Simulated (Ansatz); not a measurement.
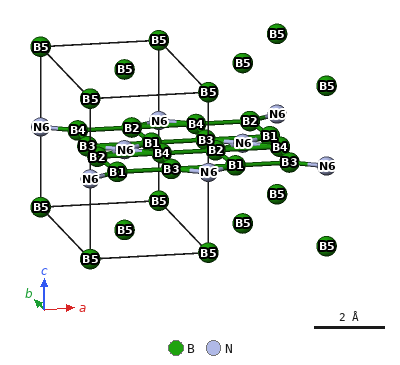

This is the input geometry for a relaxation of solid B5N (a generated structure, set up in Cmmm) (coarse preliminary run). Style: ball-and-stick. Shown: the conventional cell (2 times the calculation's cell), repeated 2 × 1 × 1 with one cell outlined, slightly off an axis. Lengths and directions refer to the drawn axes.

All numbers below come from Ansatz, DFT PBE, scalar-relativistic, plane waves, PAW.

Input file:
```yaml
crystal:
  lattice:
    - [1.73636743, -3.1884113, 0.0]
    - [1.73636743, 3.1884113, 0.0]
    - [0.0, 0.0, 4.73342201]
  atoms:
    - { symbol: B, position: [0.17067996, 0.3727557, 0.5] }
    - { symbol: B, position: [0.82932004, 0.6272443, 0.5] }
    - { symbol: B, position: [0.6272443, 0.82932004, 0.5] }
    - { symbol: B, position: [0.3727557, 0.17067996, 0.5] }
    - { symbol: B, position: [0.0, 0.0, 0.0] }
    - { symbol: "N", position: [0.0, 0.0, 0.5] }
basis:
  ecutwfc: 420
kpoints:
  mp_grid: { grid: [6, 6, 4] }
hamiltonian:
  xc: pbe
scf:
  occupations: { method: gaussian, width: 0.1 }
  lower_state_search: "off"
output:
  forces: true
  stress: true
  eigenvalues: true
relax:
  adjacent_minimum: "off"
  f_tol: 0.04
  max_steps: 70
  cell: { stress_tol: 0.4 }
```

Run as
```bash
ansatz run input.yaml --threads 1 --pin off --max-ram 2560MiB --backend cpu --events-out ev --progress --plain --runs-dir out
```

### Where does the relaxation end?

The largest moves relative to the cell, 0.28 Å, are those of B1, B2, B3 and B4. B3 goes along [−1 2 0]. N stays in place. The drawn cell changes as follows: a 3.473 → 4.048 Å (+16.6 %), b 6.377 → 7.201 Å (+12.9 %), c 4.733 → 4.600 Å (−2.8 %); the volume changes by +27.9 %. Some distances before and after: B1–B2 2.285 → 3.095 Å, B1–B4 1.289 → 1.980 Å, B1–B2 (another image) 2.043 → 2.590 Å, B1–B3 1.887 → 2.378 Å. Bonds break, among them: B1–B4 (1.29 → 1.98 Å), B2–B3 (1.29 → 1.98 Å). Among the angles between lasting bonds that change: B1–N6–B4 68.7° → 79.6°, B1–N6–B3 111.3° → 100.4°, B2–B1–B3 94.5° → 102.3°. The space group stays Cmmm (No. 65). After 7 accepted moves (10 points after the start) the energy has fallen by 18.825 eV per cell of the calculation. Largest force component: 28 eV/Å at the start, 0.008 eV/Å at the end. Pressure: 143.23 GPa at the start and −0.01 GPa at the end. The line search rejected the trial step at point 5 of the run. The SCF was repeated twice at an unchanged geometry on a basis and grid sized afresh for the cell, which shifted the energy by 0.107 eV per cell of the calculation at most.

Step by step:

```json
{"step": "0", "E − E(0), meV/atom": "0.00", "largest force component, eV/Å": "27.6669", "pressure, GPa": "143.23", "volume, Å³/atom": "8.735", "note": ""}
{"step": "1", "E − E(0), meV/atom": "-1927.19", "largest force component, eV/Å": "13.9299", "pressure, GPa": "72.97", "volume, Å³/atom": "9.275", "note": ""}
{"step": "2", "E − E(0), meV/atom": "-2734.61", "largest force component, eV/Å": "6.0389", "pressure, GPa": "35.46", "volume, Å³/atom": "9.880", "note": ""}
{"step": "3", "E − E(0), meV/atom": "-3054.43", "largest force component, eV/Å": "2.3664", "pressure, GPa": "11.60", "volume, Å³/atom": "10.397", "note": ""}
{"step": "4", "E − E(0), meV/atom": "-3118.70", "largest force component, eV/Å": "0.0850", "pressure, GPa": "-0.53", "volume, Å³/atom": "11.070", "note": ""}
{"step": "5", "E − E(0), meV/atom": "-3118.70", "largest force component, eV/Å": "0.1669", "pressure, GPa": "0.22", "volume, Å³/atom": "10.959", "note": "rejected"}
{"step": "6", "E − E(0), meV/atom": "-3119.04", "largest force component, eV/Å": "0.0065", "pressure, GPa": "-0.09", "volume, Å³/atom": "11.038", "note": ""}
{"step": "7", "E − E(0), meV/atom": "-3136.92", "largest force component, eV/Å": "0.0150", "pressure, GPa": "1.43", "volume, Å³/atom": "11.038", "note": "same geometry, new basis"}
{"step": "8", "E − E(0), meV/atom": "-3137.02", "largest force component, eV/Å": "0.0047", "pressure, GPa": "-0.33", "volume, Å³/atom": "11.220", "note": ""}
{"step": "9", "E − E(0), meV/atom": "-3137.20", "largest force component, eV/Å": "0.0078", "pressure, GPa": "-0.02", "volume, Å³/atom": "11.172", "note": ""}
{"step": "10", "E − E(0), meV/atom": "-3137.46", "largest force component, eV/Å": "0.0080", "pressure, GPa": "-0.01", "volume, Å³/atom": "11.172", "note": "same geometry, new basis"}
```

Final geometry:

```xyz
6
Lattice="2.0238 -3.6004 0.0000 2.0238 3.6004 0.0000 0.0000 0.0000 4.5995" Properties=species:S:1:pos:R:3 pbc="T T T"
B     1.1891    0.9899    2.2998
B     2.8586   -0.9899    2.2998
B     2.8586    0.9899    2.2998
B     1.1891   -0.9899    2.2998
B     0.0000    0.0000    4.5995
N     0.0000    0.0000    2.2998
```

The end point in the same view:

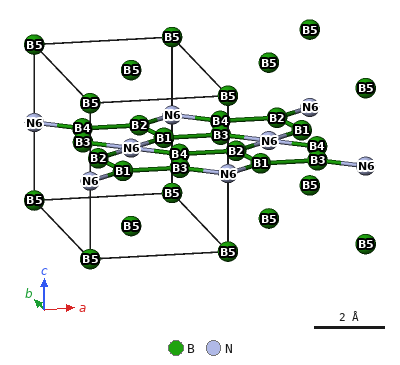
